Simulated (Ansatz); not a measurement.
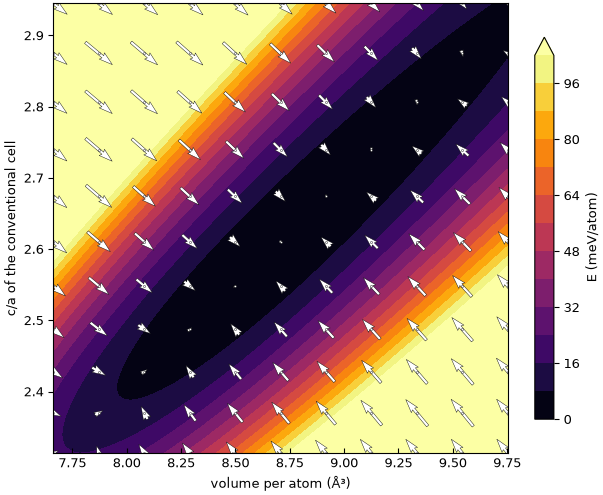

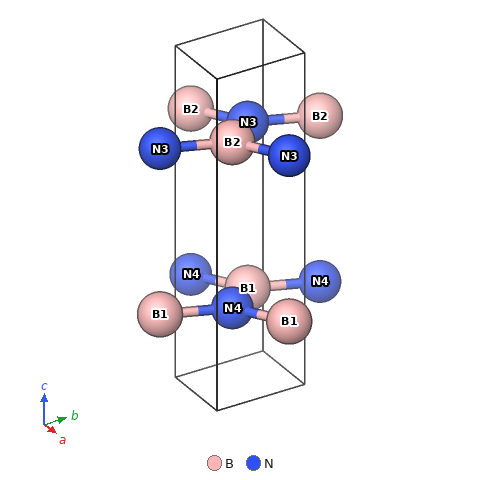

Energy landscape of BN (P6_3/mmc, No. 194; 4 atoms in the cell). The energy is mapped over volume and the cell's shape. First axis: volume per atom. Second axis: c/a of the conventional cell. Nothing is relaxed (symmetry fixes all fractional coordinates). The scan uses an 11 × 11 grid. Points are written as (first, second). Energies are in meV/atom, from the lowest grid point. All numbers below come from DFT LDA, scalar-relativistic, plane waves, PAW (Ansatz 0.2.0). Settings: cutoff 520 eV, k-mesh 12×12×4 in the order of the run's cell vectors, gaussian smearing 0.05 eV, no spin polarisation.

The picture shows filled contours, dots at the grid points, arrows along the force (downhill), their lengths compressed, one colour for all values above the top of the scale. Between grid points the surface is interpolated. The second picture is the structure at the lowest point

### Where are the wells?

The lowest grid point is at (8.707 Å³, 2.610). The highest grid point, (7.663 Å³, 2.945), lies 483 meV/atom above the lowest. The gap on the k-mesh is 4.1 eV at the lowest point and runs from 3.6 to 4.5 eV over the map.

Grid values (meV/atom):

| c/a of the conventional cell ↓, volume per atom → | 7.663 | 7.872 | 8.081 | 8.290 | 8.498 | 8.707 | 8.916 | 9.125 | 9.334 | 9.543 | 9.752 |
| --- | --- | --- | --- | --- | --- | --- | --- | --- | --- | --- | --- |
| 2.945 | 483 | 379 | 292 | 218 | 158 | 110 | 72 | 43 | 24 | 12 | 7 |
| 2.875 | 388 | 297 | 221 | 159 | 109 | 70 | 41 | 21 | 9 | 5 | 7 |
| 2.806 | 305 | 226 | 161 | 109 | 69 | 39 | 19 | 7 | 3 | 6 | 16 |
| 2.739 | 234 | 165 | 111 | 69 | 38 | 17 | 5 | 1 | 5 | 15 | 31 |
| 2.674 | 173 | 115 | 71 | 38 | 17 | 4 | 0 | 4 | 15 | 32 | 54 |
| 2.610 | 122 | 75 | 41 | 17 | 4 | 0 | 4 | 15 | 32 | 56 | 84 |
| 2.548 | 82 | 45 | 20 | 5 | 0 | 4 | 15 | 33 | 57 | 87 | 121 |
| 2.487 | 52 | 24 | 8 | 2 | 5 | 16 | 34 | 59 | 89 | 125 | 165 |
| 2.428 | 31 | 13 | 5 | 7 | 18 | 36 | 61 | 92 | 128 | 169 | 214 |
| 2.370 | 20 | 10 | 11 | 21 | 39 | 64 | 95 | 132 | 173 | 220 | 270 |
| 2.314 | 18 | 17 | 25 | 42 | 67 | 98 | 135 | 178 | 225 | 276 | 331 |

The whole map (121 points run) took 2.6 min on 1 thread of Intel(R) Xeon(R) 6975P-C (Granite Rapids), on a shared host.

PAW datasets: the set soft_1.
